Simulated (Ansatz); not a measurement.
# Calculations on Pt

**1. A change**

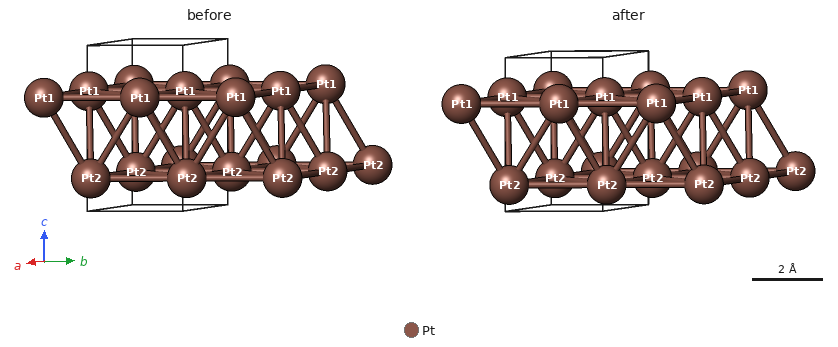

Left: a symmetric starting cell of Pt. Right: the same structure after one change, at the same scale. The picture is a ball-and-stick view of the cell of the calculation, repeated 3 × 3 × 1 with one cell outlined, seen from a free direction.

Level of theory: DFT PBEsol, scalar-relativistic, plane waves, PAW in Ansatz. Set-up: plane-wave cutoff 420 eV; k-point mesh 15 × 15 × 8; occupations gaussian; smearing width 0.1 eV; no spin polarisation.

What distinguishes the right structure from the left one?

The cell is strained by −7.3 % along c and +1.7 % across it (volume −4.2 %) and atoms are displaced by 0.09 Å relative to the cell: Pt1 0.09 Å along +c. No relaxation follows. The starting cell wasn't computed here and needn't be at equilibrium, so pressure and forces aren't due to the change alone.

How do the computed properties respond?

The pressure is 6.4 GPa (not all of it need come from the change, since the unchanged cell can be under pressure at this level too). The principal stresses (compression positive) are 13.9 GPa along c and 2.7 GPa across it. The largest forces, 2.7 eV/Å, act on Pt1 and Pt2; on Pt2 it points along +c. The forces point straight back along the displacements (cosine −1.00). Near-neighbour distances before and after: Pt–Pt 2.878 → 2.601 to 2.900 Å, Pt–Pt 2.761 → 2.806 Å. The space group (tolerance 0.01 Å) goes from P6_3/mmc (No. 194) to P-3m1 (No. 164).

**2. A change**

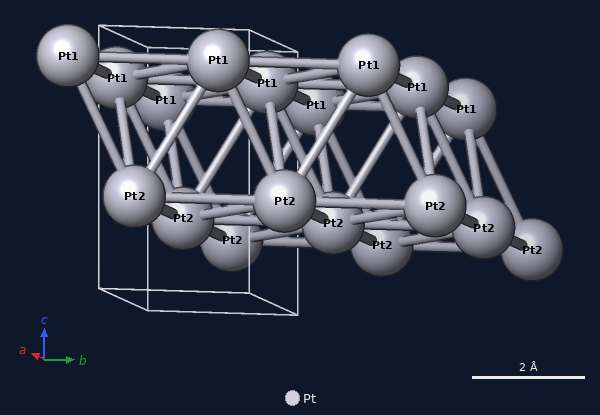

This is a symmetric starting cell of Pt. Style: ball-and-stick. Shown: the cell of the calculation, repeated 3 × 3 × 1 with one cell outlined, from a free direction.

Computed with DFT PBE, scalar-relativistic, plane waves, PAW (Ansatz). (plane-wave cutoff 420 eV; k-point mesh 18 × 18 × 10; occupations gaussian; smearing width 0.1 eV; no spin polarisation)

The variant: The cell is strained by −2.5 % along c and −1.0 % across it (volume −4.4 %), the atoms keeping their fractional coordinates. No relaxation follows. The starting cell wasn't computed here and needn't be at equilibrium, so pressure and forces aren't due to the change alone.

### What is the effect?

Some distances before and after: Pt–Pt 2.878 → 2.820 Å, Pt–Pt 2.761 → 2.734 Å. The space group stays P6_3/mmc (No. 194). The pressure is 10.9 GPa (not all of it need come from the change, since the unchanged cell can be under pressure at this level too). The principal stresses (compression positive) are 12.0 GPa along c and 10.4 GPa across it. All forces vanish by symmetry.

Drawn alike, the variant:

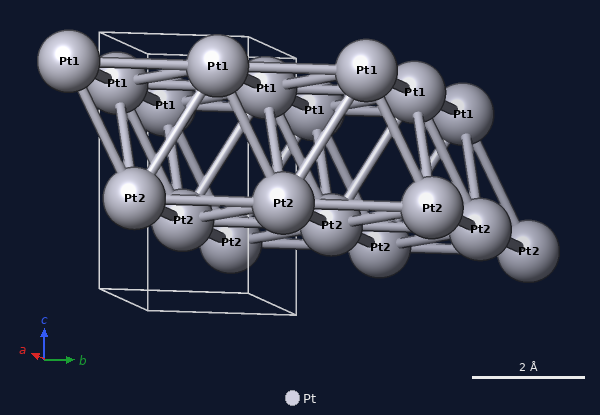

**3. Distortion**

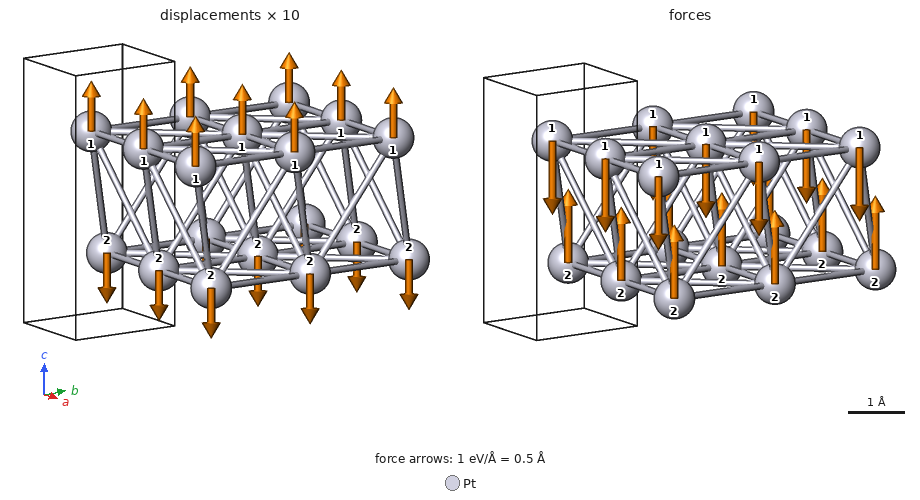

Left: a symmetric starting cell of Pt, with orange arrows for the displacements applied to it (without the part that the change of the cell carries along). Right: the displaced structure with the computed forces. Besides, the cell is strained by −7.3 % along c and +1.7 % across it (volume −4.2 %). Style: ball-and-stick. Shown: the cell of the calculation, repeated 3 × 3 × 1 with one cell outlined, slightly off an axis.

The calculation used DFT PBEsol, scalar-relativistic, plane waves, PAW in Ansatz 0.2.0. (plane-wave cutoff 420 eV; k-point mesh 15 × 15 × 8; occupations gaussian; smearing width 0.1 eV; no spin polarisation)

Question: How do the forces relate to the distortion?

Answer: Atoms are displaced by 0.09 Å relative to the cell: Pt1 0.09 Å along +c. No relaxation follows. The starting cell wasn't computed here and needn't be at equilibrium, so pressure and forces aren't due to the change alone. The pressure is 6.4 GPa (not all of it need come from the change, since the unchanged cell can be under pressure at this level too). The principal stresses (compression positive) are 13.9 GPa along c and 2.7 GPa across it. The largest forces, 2.7 eV/Å, act on Pt1 and Pt2; on Pt2 it points along +c. The forces point straight back along the displacements (cosine −1.00). Near-neighbour distances before and after: Pt–Pt 2.878 → 2.601 to 2.900 Å, Pt–Pt 2.761 → 2.806 Å. The space group (tolerance 0.01 Å) goes from P6_3/mmc (No. 194) to P-3m1 (No. 164).
